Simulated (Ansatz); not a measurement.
# Run report: Hf$_{5}$S$_{9}$, single-point calculation (part 1 of 2)

The run: single-point calculation of Hf$_{5}$S$_{9}$ (defect cell, 28 atoms in the cell). Method and program: DFT, revPBE, dispersion d3bj, plane waves, PAW, no spin polarisation (Ansatz 0.2.0).

The structure derives from a Materials Project entry. Figures and captions count atoms from 1; the log counts them from 0 in places.

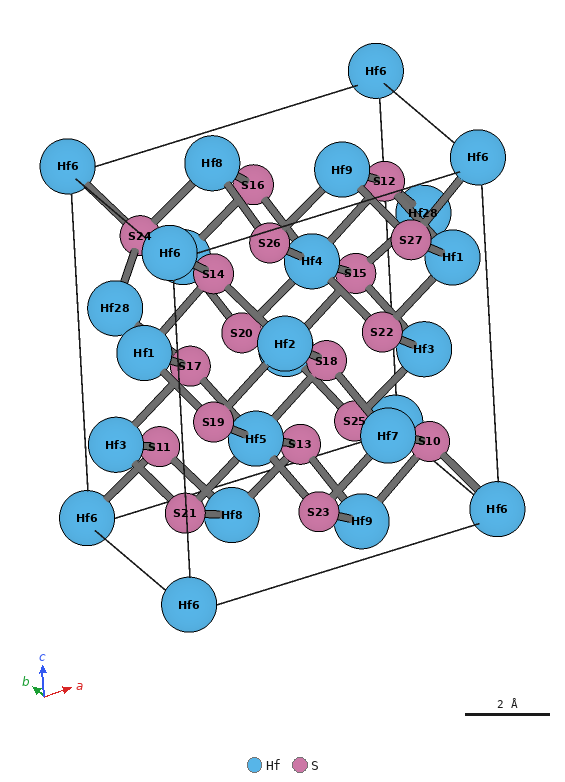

**Figure 1.** The input geometry (ball-and-stick view of the cell of the calculation, seen slightly off an axis; atoms are numbered from 1 in the order of the input). An atom can appear more than once, as a periodic image. Near neighbours in the periodic cell (some may lie outside the picture): Hf has 6 S at 2.45 to 2.66 Å; S has 3 Hf at 2.45 to 2.57 Å; S has 4 Hf at 2.35 to 2.66 Å; Hf has 4 S at 2.35 to 2.37 Å.

## The input
```yaml
crystal:
  lattice:
    - [0.0, 6.2455376308, -5.7703876601]
    - [5.4087942486, -3.1227688154, -5.7703876601]
    - [-5.4087942486, -3.1227688154, -5.7703876601]
  atoms:
    - { symbol: Hf, position: [-0.0074409812, 0.3176664954, 0.6620056152] }
    - { symbol: Hf, position: [0.3505757274, 0.0192178488, 0.6648505251] }
    - { symbol: Hf, position: [-0.0070353804, 0.6629121786, 0.3161357599] }
    - { symbol: Hf, position: [0.64980208, 0.6605977555, 0.6598061747] }
    - { symbol: Hf, position: [0.335398232, 0.3248603348, 0.3237165389] }
    - { symbol: Hf, position: [-0.0014170274, 0.0195168399, 1.0182829056] }
    - { symbol: Hf, position: [0.6579910566, 0.0023642909, 0.3241641533] }
    - { symbol: Hf, position: [0.3510290267, 0.6661361034, 1.0183519895] }
    - { symbol: Hf, position: [0.6584636192, 0.3256667571, 1.000756668] }
    - { symbol: S, position: [0.8518783949, 0.2057497866, 0.2046984697] }
    - { symbol: S, position: [0.1934312092, 0.8606941162, 0.2077263793] }
    - { symbol: S, position: [0.8520625499, 0.5212539112, 0.8666317667] }
    - { symbol: S, position: [0.5375633062, 0.520957961, 0.204468221] }
    - { symbol: S, position: [0.193419827, 0.208474616, 0.8594906989] }
    - { symbol: S, position: [0.8517261285, 0.8677240931, 0.5196160653] }
    - { symbol: S, position: [0.5385426018, 0.8599185748, 0.8587336327] }
    - { symbol: S, position: [0.1997051059, 0.5197794109, 0.518644689] }
    - { symbol: S, position: [0.5374038599, 0.2053290752, 0.5201400372] }
    - { symbol: S, position: [0.1427333777, 0.1291923354, 0.4713640087] }
    - { symbol: S, position: [0.4599378054, 0.8109725217, 0.4710092216] }
    - { symbol: S, position: [0.1429547546, 0.4723963991, 0.1278863422] }
    - { symbol: S, position: [0.8015636665, 0.4668440709, 0.4653007684] }
    - { symbol: S, position: [0.4632272393, 0.1305384887, 0.1289800754] }
    - { symbol: S, position: [0.1576847136, 0.8262834648, 0.8256231852] }
    - { symbol: S, position: [0.804303346, 0.8112781641, 0.1268735532] }
    - { symbol: S, position: [0.4597190232, 0.4722012756, 0.8099851718] }
    - { symbol: S, position: [0.8044315881, 0.1276795992, 0.8101322643] }
    - { symbol: Hf, position: [1.023281771, 0.6906223921, 0.6889250463] }
  host:
    lattice:
      - [3.6058628324, 0.0, 0.0]
      - [-1.8029314162, 3.1227688154, 0.0]
      - [0.0, 0.0, 5.7703876601]
    atoms:
      - { symbol: Hf, position: [0.0, 0.0, 0.0] }
      - { symbol: S, position: [0.6666666667, 0.3333333333, 0.7476059819] }
      - { symbol: S, position: [0.3333333333, 0.6666666667, 0.2523940181] }
basis:
  xc_grid: 2
kpoints:
  mp_grid: { grid: [2, 2, 2], shift: [0.5, 0.5, 0.5] }
hamiltonian:
  xc: revpbe
  dispersion: d3bj
scf:
  occupations: { method: gaussian, width: 0.01 }
output:
  forces: true
  eigenvalues: true
```

Command:
```bash
ansatz run input.yaml --threads 4 --pin off --max-ram 10240MiB --backend cpu --events-out ev --progress --plain --runs-dir out
```

## The program's output
```
Engine: ansatz 0.2.0, aarch64-unknown-linux-gnu
Pseudopotentials: kind: paw
Pseudopotential: Hf, paw, valence charge 26, recommended cutoff 420 eV (normal), Hf.paw.azcp
Pseudopotential: S, paw, valence charge 6, recommended cutoff 420 eV (normal), S.paw.azcp
Functional definition: revPBE
  parameter kappa = 1.245
  parameter beta = 0.06672455060314922
  exchange = pbe_x(kappa = kappa, mu = beta*pi^2/3)
  correlation = pbe_c(beta = beta)
Crystal: 28 atoms, lattice volume = 584.785 Å³
Basis set: ecut = 420 eV, 11377 PW (Γ), exchange–correlation on 120×120×120 points (8 copies of the dense FFT grid, shifted against one another)
Bands: 221, of which v1, the nominal top of the filled ones, is band 184 counted from 1 (183 counted from 0)
Symmetry: 1 space group operations
Space group: P1 (ITA 1), of the structure as read, at distance tolerance 8.4e-5 Å
k-points: 4 of 8 (time reversal used)
Non-local potential: Hf, projectors of the file, l = 0: 3, l = 1: 2, l = 2: 2, l = 3: 3
Non-local potential: S, projectors of the file, l = 0: 2, l = 1: 2, l = 2: 2
PAW form: soft (Blöchl's): semilocal exchange-correlation on the pseudo side does not see the compensation charge
PAW frozen core: Hf, regenerated for the run's functional, and the local potential with it (the file was generated under x = pbe(κ = 0.804, μ = 0.2195149727645171), c = pbe(β = 0.06672455060314922))
PAW frozen core: S, regenerated for the run's functional, and the local potential with it (the file was generated under x = pbe(κ = 0.804, μ = 0.2195149727645171), c = pbe(β = 0.06672455060314922))
PAW one-centre angular grid: Hf, 590 points (default); XC on 64 Gauss nodes
PAW one-centre angular grid: S, 110 points (default); XC on 64 Gauss nodes
Initial density: superposition of atomic densities (neutral atoms: chi_scale 0, normalization atom), corrected by the library's trained network
Initial wavefunctions: pseudopotential atomic-orbital guess
Functional: x = revpbe(κ = 1.245, μ = 0.2195149727645171), c = pbe(β = 0.06672455060314922)
SCF iter   1: F=—  HF=-173643.929842 eV  |F-HF|=—  |Δ(HF+E_count)|=         —  Δρ=3.63e-3  dr2=1.56e-1  ethr=1.77e-3  ⟨swp⟩=6.0  Hψ=3135  notcnv=0
preconditioner: auto → Resta (q_TF=auto, 2.526 Å⁻¹)  ε∞=5.9  [insulator: Δε(μ)=0.042 eV  Ē_g=11.802 eV  σ=0.010 eV  W_gap=1.00  n_scr=166 (ndim 8)  ℏωp=26.1 eV  f_vac=0.034  D(μ)=0.73/eV (n_scr^D=0)  ε∞_Penn≈5.9]
SCF iter   2: F=—  HF=-173643.902695 eV  |F-HF|=—  |Δ(HF+E_count)|=   2.71e-2  Δρ=1.82e-3  dr2=2.77e-2  ethr=4.23e-5  ⟨swp⟩=2.2  Hψ=1272  notcnv=0  defer=122
preconditioner: auto → LDOS  [metal: Δε(μ)=0.008 eV  Ē_g=11.787 eV  σ=0.010 eV  W_gap=0.41  n_scr=166 (ndim 8)  ℏωp=26.1 eV  f_vac=0.035  D(μ)=51.53/eV (n_scr^D=618)  β→1.0]
SCF iter   3: F=—  HF=-173643.906159 eV  |F-HF|=—  |Δ(HF+E_count)|=   3.46e-3  Δρ=7.31e-4  dr2=7.03e-3  ethr=7.53e-6  ⟨swp⟩=2.0  Hψ=1524  notcnv=0  defer=122
SCF iter   4: F=—  HF=-173643.906096 eV  |F-HF|=—  |Δ(HF+E_count)|=   6.32e-5  Δρ=5.67e-4  dr2=5.67e-3  ethr=1.91e-6  ⟨swp⟩=2.0  Hψ=1524  notcnv=0  defer=90
automatic band count: iteration 4 solves 213 bands in place of 221: the levels show a gap, and the empty bands left out lie too high to hold charge; the band table lists the bands solved (type scf.n_extra_bands for more)
SCF iter   5: F=—  HF=-173643.905588 eV  |F-HF|=—  |Δ(HF+E_count)|=   5.09e-4  Δρ=2.60e-4  dr2=1.34e-3  ethr=1.54e-6  ⟨swp⟩=2.0  Hψ=1507  notcnv=0  defer=90
SCF iter   6: F=—  HF=-173643.905506 eV  |F-HF|=—  |Δ(HF+E_count)|=   8.14e-5  Δρ=1.67e-4  dr2=5.18e-4  ethr=3.64e-7  ⟨swp⟩=2.0  Hψ=1499  notcnv=0  defer=90
SCF iter   7: F=—  HF=-173643.905463 eV  |F-HF|=—  |Δ(HF+E_count)|=   4.28e-5  Δρ=1.01e-4  dr2=1.66e-4  ethr=1.41e-7  ⟨swp⟩=2.0  Hψ=1499  notcnv=0  defer=90
SCF iter   8: F=—  HF=-173643.905432 eV  |F-HF|=—  |Δ(HF+E_count)|=   3.12e-5  Δρ=5.81e-5  dr2=4.54e-5  ethr=4.52e-8  ⟨swp⟩=2.0  Hψ=1267  notcnv=0  defer=90
SCF iter   9: F=—  HF=-173643.904674 eV  |F-HF|=—  |Δ(HF+E_count)|=   7.58e-4  Δρ=3.20e-5  dr2=1.42e-5  ethr=1.23e-8  ⟨swp⟩=2.0  Hψ=1285  notcnv=0  defer=90
SCF iter  10: F=—  HF=-173643.904674 eV  |F-HF|=—  |Δ(HF+E_count)|=   2.50e-7  Δρ=1.80e-5  dr2=4.46e-6  ethr=3.85e-9  ⟨swp⟩=2.0  Hψ=987  notcnv=0  defer=90
SCF iter  11: F=—  HF=-173643.904674 eV  |F-HF|=—  |Δ(HF+E_count)|=   4.11e-7  Δρ=8.12e-6  dr2=8.12e-7  ethr=1.21e-9  ⟨swp⟩=2.0  Hψ=1460  notcnv=0  defer=90
SCF iter  12: F=—  HF=-173643.904674 eV  |F-HF|=—  |Δ(HF+E_count)|=   5.15e-8  Δρ=3.83e-6  dr2=1.77e-7  ethr=2.21e-10  ⟨swp⟩=2.0  Hψ=1414  notcnv=0  defer=90
SCF iter  13: F=-173643.904674 eV  HF=-173643.904674 eV  |F-HF|=6.77e-8  |Δ(HF+E_count)|=   7.77e-9  Δρ=2.20e-6  dr2=7.46e-8  ethr=2.72e-11  ⟨swp⟩=9.0  Hψ=3541  notcnv=0
SCF 1 converged in 13 iterations: F = -173643.904674 eV  dr2 = 7.46e-8
  greatest PAW one-centre occupation: 0.999 electrons in one spin orbital (limit 2), on the Hf atom at site 1 (counted from 0), in its partial waves of l = 0
```

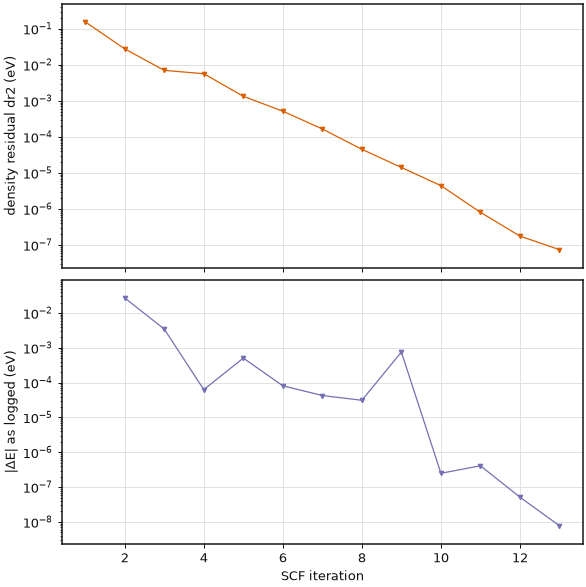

**Figure 2.** Convergence of the self-consistent field: density residual dr2 and size of the energy change against the SCF iteration. The residual falls at every step.

```
SCF converged after 13 iterations
Free energy (F): -173643.904674 eV
Harris-Foulkes:  -173643.904674 eV  (|F-HF|=6.77e-8)
Internal energy: -173643.902946 eV  (E = F + TS)
E sigma→0 (E₀):  -173643.903810 eV
Entropy (-TS):   -0.001727 eV (-0.062 meV/atom)
Fermi energy:    12.019478 eV
--- Per-component energies (eV) ---
  E_band       = -1523.021315
  E_kinetic    = 6162.397469
  E_local      = -76728.154330  (includes V_loc(G=0)·N_el)
  E_nonlocal   = -11943.451804
  E_hartree    = 35531.756741
  E_xc         = -4762.171672
  E_vxc        = -4245.040414  (∫ρ·V_xc dr)
  E_paw        = -80204.013726  (= ΣΔE_a)
  E_vpaw       = 14167.703420  (= ΣTr[D̂ρ^β])
  E_aug_tail   = 0.000018  (compensation charges beyond the density's cutoff)
  E_ewald      = -41679.281427
  E_disp       = -19.167271  (pairwise vdW)
  E_core_change = -1.816944  (= ΣΔE_core)
  E_smearing   = -0.001727  (= −TS)
  E_closure    = -0.000000  (closes the sum)
  Σ components = -173643.904674   (vs F -173643.904674, Δ=0.00e0)
--- Forces (eV/Å), atoms counted from 1 ---
  atom   1  Hf     0.01936765    -0.00321096    -0.02141670
  atom   2  Hf     0.00931381     0.00444969    -0.01060116
  atom   3  Hf    -0.01644229    -0.00690834    -0.01260875
  atom   4  Hf    -0.00173027     0.00953685    -0.01106957
  atom   5  Hf     0.00323869    -0.01850607    -0.00367683
  atom   6  Hf    -0.00424628    -0.00069020    -0.01358333
  atom   7  Hf    -0.01277025     0.00157874     0.00246647
  atom   8  Hf    -0.01088905     0.00186845     0.00216628
  atom   9  Hf     0.00678922    -0.00898246    -0.00031594
  atom  10  S      0.00303336     0.00980882    -0.07005772
  atom  11  S      0.00788873    -0.00745495    -0.05715647
  atom  12  S     -0.04463449    -0.02668360    -0.03885392
  atom  13  S     -0.00070387     0.00232849    -0.06416495
  atom  14  S     -0.00417306    -0.00566270    -0.05406389
  atom  15  S      0.03707096    -0.02671808    -0.05063103
  atom  16  S      0.00730427     0.01025842    -0.07831507
  atom  17  S     -0.00228692     0.05019924    -0.03237883
  atom  18  S      0.00025559    -0.00247671    -0.06520133
  atom  19  S     -0.00827144     0.00281303     0.07942691
  atom  20  S     -0.00473199    -0.00826001     0.07353580
  atom  21  S      0.00695415     0.00032408     0.07037546
  atom  22  S     -0.00193377    -0.00692028     0.04496012
  atom  23  S     -0.00086412     0.00327950     0.05872095
  atom  24  S      0.00006320    -0.00265840     0.00308368
  atom  25  S      0.01528786     0.01456507     0.08065331
  atom  26  S      0.00506858    -0.00222142     0.07031077
  atom  27  S     -0.00803273     0.00856777     0.08029271
  atom  28  Hf     0.00005714     0.00776902     0.01815936
  max |Σ_I F_I| component: 5.63e-5 eV/Å
--- Band table (eV) ---
  k-point 0: bands = ["-51.2818", "-51.1923", "-51.1858", "-51.1847", "-51.1212", "-51.1150", "-51.1140", "-51.1083", "-51.0885", "-51.0801", "-20.1228", "-20.0961", "-20.0917", "-19.9497", "-19.9343", "-19.9300", "-19.9165", "-19.9126", "-19.9097", "-19.8970", "-19.8644", "-19.8550", "-19.8530", "-19.8359", "-19.8344", "-19.8317", "-19.7895", "-19.7818", "-19.7729", "-19.7715", "-19.7648", "-19.7603", "-19.7569", "-19.7476", "-19.7440", "-19.7434", "-19.7365", "-19.7225", "-19.7093", "-19.7008",
      "-2.8905", "-2.4041", "-2.2420", "-2.2238", "-1.7918", "-1.5857", "-1.5735", "-1.5597", "-1.4093", "-1.4075", "-1.3985", "-1.3202", "-1.3121", "-1.2829", "-1.2533", "-1.2466", "-1.2440", "-1.2413", "-1.2131", "-1.2082", "-1.2070", "-1.1949", "-1.1901", "-1.1888", "-1.1717", "-1.1299", "-1.1268", "-1.1257", "-1.1236", "-1.1231", "-1.1217", "-1.1182", "-1.1152", "-1.1121", "-1.1109", "-1.1017", "-1.1010", "-1.0965", "-1.0947", "-1.0815",
      "-1.0740", "-1.0720", "-1.0667", "-1.0644", "-1.0634", "-1.0612", "-1.0578", "-1.0568", "-1.0553", "-1.0540", "-1.0526", "-1.0492", "-1.0480", "-1.0475", "-1.0470", "-1.0459", "-1.0445", "-1.0431", "-1.0424", "-1.0408", "-1.0384", "-1.0338", "-1.0321", "-1.0314", "-1.0297", "-1.0286", "-1.0226", "-1.0193", "-1.0182", "-1.0173", "-1.0138", "-1.0092", "-1.0068", "-1.0058", "-0.9985", "-0.9705", "-0.9680", "-0.9478", "-0.8998", "-0.8985",
      "-0.7930", "-0.7630", "-0.7502", "-0.7419", "-0.7269", "-0.7202", "-0.7190", "-0.6906", "5.3618", "5.7745", "5.8258", "5.8286", "6.1242", "6.1279", "6.2498", "6.2734", "6.2838", "6.6017", "6.6347", "6.6378", "6.6892", "6.8084", "6.8749", "6.8919", "6.9730", "7.0045", "7.0090", "7.2848", "7.3386", "7.3417", "7.5513", "7.5623", "7.8882", "7.8934", "7.9814", "8.0112", "8.0602", "8.0646", "8.2180", "8.2309",
      "8.2607", "8.4664", "8.5014", "8.5060", "8.6173", "8.6262", "8.6769", "8.9711", "8.9772", "8.9969", "9.1077", "9.1098", "9.1710", "9.3437", "9.4010", "9.4069", "9.5079", "9.6046", "9.6154", "9.6978", "10.1700", "10.1718", "11.4398", "11.4426", "11.4565", "11.9764", "12.0122", "12.0445", "12.5485", "12.5499", "13.2148", "13.2250", "13.2396", "13.3988", "13.4036", "13.6485", "13.7795", "13.7920", "13.9619", "14.2394",
      "14.2480", "14.3329", "14.3735", "14.4159", "14.4422", "14.4472", "14.5522", "14.5585", "14.6585", "14.6682", "14.6800", "15.0673", "15.0766"]
```
